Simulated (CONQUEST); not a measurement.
# Energy of Sc along an even scaling of the cell

System: Sc (4 atoms in the cell).
Method: Kohn-Sham DFT of a periodic cell, PBE, PseudoDojo NC PBE, no spin polarisation (CONQUEST 1.3).

The 7 runs differ only in the geometry, by an even scaling of the cell at fixed fractional positions. The structure derives from a Materials Project entry.

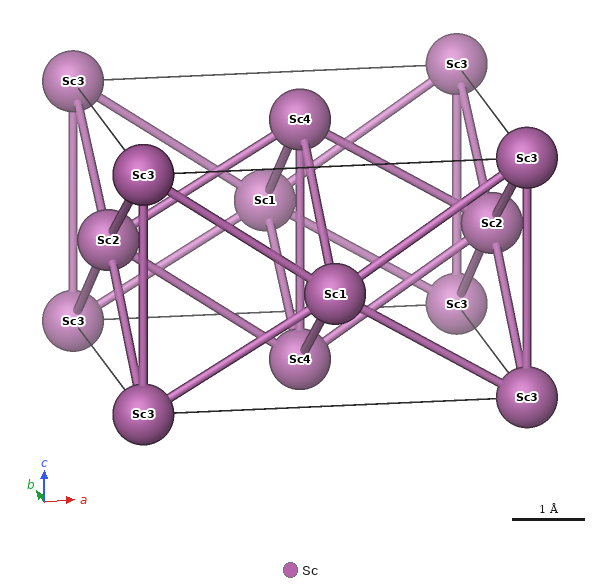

Figure 1. The structure of run 4 (ball-and-stick view of the cell of the calculation, set on other vectors, seen slightly off an axis; atoms are numbered from 1 in the order of the input).

## Input of run 4
```
IO.Title Sc
IO.Coordinates coords.dat
IO.FractionalAtomicCoords T
IO.Iprint 2
IO.Iprint_init 1
General.NumberOfSpecies 1
General.PseudopotentialType hamann
AtomMove.TypeOfRun static
AtomMove.FullStress T
Grid.PointsAlongX 36
Grid.PointsAlongY 60
Grid.PointsAlongZ 60
DM.SolutionMethod diagon
Diag.MPMesh T
Diag.GammaCentred T
Diag.MPMeshX 7
Diag.MPMeshY 4
Diag.MPMeshZ 4
Diag.kT 0.00183747
minE.SCTolerance 1e-6
SC.MaxIters 100
IO.AtomChargeOutput T
%block ChemicalSpeciesLabel
1 44.960 Sc
%endblock
```

Command:
```bash
Conquest
```

Lattice vectors (Å) and fractional positions of run 4:
```
   3.435206    0.000000    0.000000
   0.000000    5.422676    0.000000
   0.000000    0.000000    5.422676
Sc  0.467336  0.500000  0.000000
Sc  0.532664  0.000000  0.500000
Sc  0.000000  0.000000  0.000000
Sc  0.000000  0.500000  0.500000
```

Run 6 has the same physical settings and fractional positions; its lattice vectors (Å) are:
```
   3.480411    0.000000    0.000000
   0.000000    5.494035    0.000000
   0.000000    0.000000    5.494035
```

## Results, with one run withheld

```csv
run,volume per atom (Å³),"free energy per atom, from the lowest run given (meV)",pressure (GPa)
1,23.738,10.04,2.77
2,24.243,3.50,1.54
3,24.748,0.00,0.44
4,25.253,0.66,−0.70
5,25.758,3.67,−1.45
6,26.264,?,?
7,26.769,19.37,−2.97
```

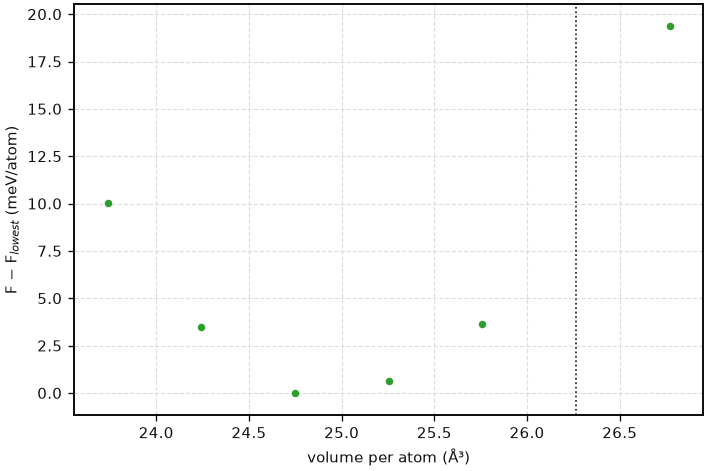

Figure 2. Free energy per atom of the runs given; the dotted line marks run 6.

Fit the runs given and predict run 6.

A cubic polynomial in V^(−2/3) (the Birch–Murnaghan form), fitted to the 6 runs given, misses them by at most 0.24 meV per atom. With x = V^(−2/3) − 0.11680 Å⁻², it reads F = −0.044003 − 330.56 x + 6.6071e+05 x² − 6.8468e+06 x³ (meV per atom). At run 6 it gives 10.15 meV per atom, and the run itself gives 10.25. The slope of the fit gives a pressure −dF/dV of −2.48 GPa there, and the run prints −2.67 GPa. The two needn't agree exactly: the fit is approximate, and the printed stress is taken on a finite basis. The fit has its minimum at 24.971 Å³ per atom, where V d²F/dV² gives 51.2 GPa. Cell shape and fractional positions are held, so this is the stiffness under even scaling; the relaxed bulk modulus wasn't computed.

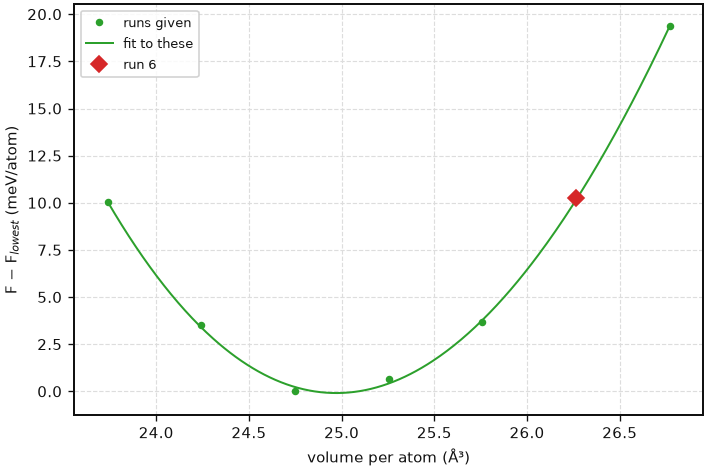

Figure 3. The fit and the withheld run.

## Some lines of the output (run 6)
```
[...]
          DFT Total Energy                 :      -193.523727287394195 Ha
          Free Energy (E-TS)               :      -193.527083093102959 Ha
          DFT Total Energy                 :      -193.523661199977937 Ha
          Free Energy (E-TS)               :      -193.527476831937776 Ha
          DFT Total Energy                 :      -193.521654346180270 Ha
          Free Energy (E-TS)               :      -193.527101875958380 Ha
          DFT Total Energy                 :      -193.523792693605685 Ha
          Free Energy (E-TS)               :      -193.527102245850756 Ha
          DFT Total Energy                 :      -193.523793827471991 Ha
          Free Energy (E-TS)               :      -193.527101751572161 Ha
          DFT Total Energy                 :      -193.523793578757193 Ha
      | Free Energy as E-TS      =      -193.527101751572161 Ha
      |* DFT total energy        =      -193.523793578757193 Ha
    force: Average pressure:     -2.67419159 GPa
```

Notes: With a small basis of atomic orbitals these values can differ much from converged plane-wave results.
